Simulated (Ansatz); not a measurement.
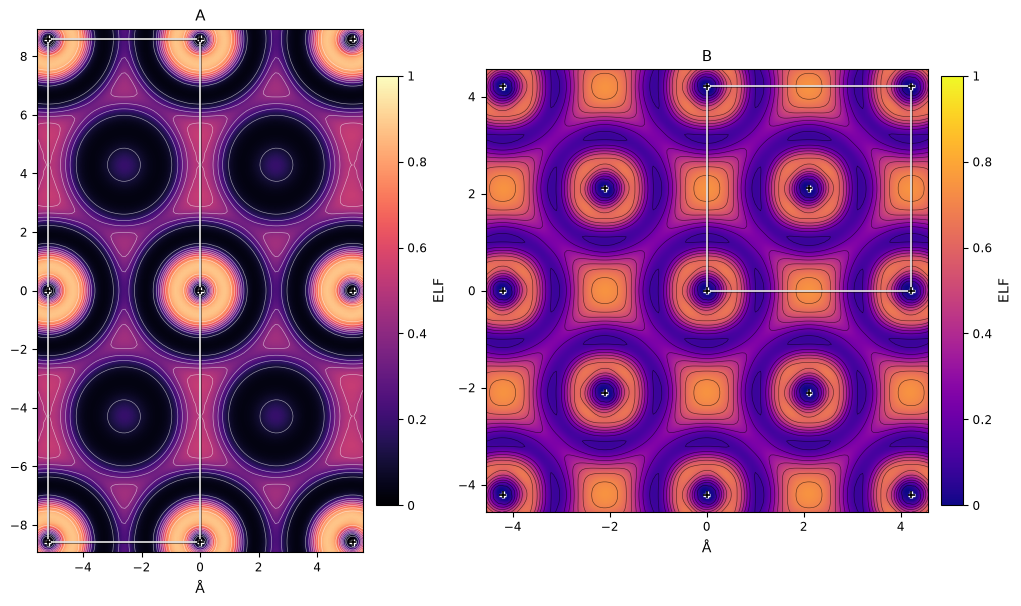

The ELF of 2 systems, each on a plane through atoms (crosses mark nuclei in the plane).

Computed with DFT, RPBE, plane waves (420 eV) with PAW, scalar-relativistic (Ansatz 0.2.0).

System 1: Ti, the (100) plane of the conventional cell. Space group Fm-3m; set up as Ti, fcc; a generated structure, not necessarily the stable one; changed on purpose from its base cell (volume × 1.04); computed pressure about −4 GPa in this cell; computed without spin polarisation.

System 2: Rb, the (100) plane of the conventional cell. Space group P6₃/mmc; set up as Rb, dhcp; a generated structure, not necessarily the stable one; changed on purpose from its base cell (volume × 1.0).

```
Rb
1.0
     5.20641    0.00000    0.00000
    -2.60321    4.50888    0.00000
     0.00000    0.00000   17.18258
Rb
4
Direct
  0.00000 0.00000 0.00000
  0.00000 0.00000 0.50000
  0.33333 0.66667 0.25000
  0.66667 0.33333 0.75000
```

### Which map belongs to which system?

Panel A is system 2, Rb: the plane holds Rb. Rb–Rb (5.21 Å): the ELF is about 0.25 at the midpoint (no localised pair shows between them). Panel B is system 1, Ti: the plane holds Ti. Ti–Ti (2.98 Å): the ELF is about 0.25 at the midpoint: no shared electron pair shows on this line.
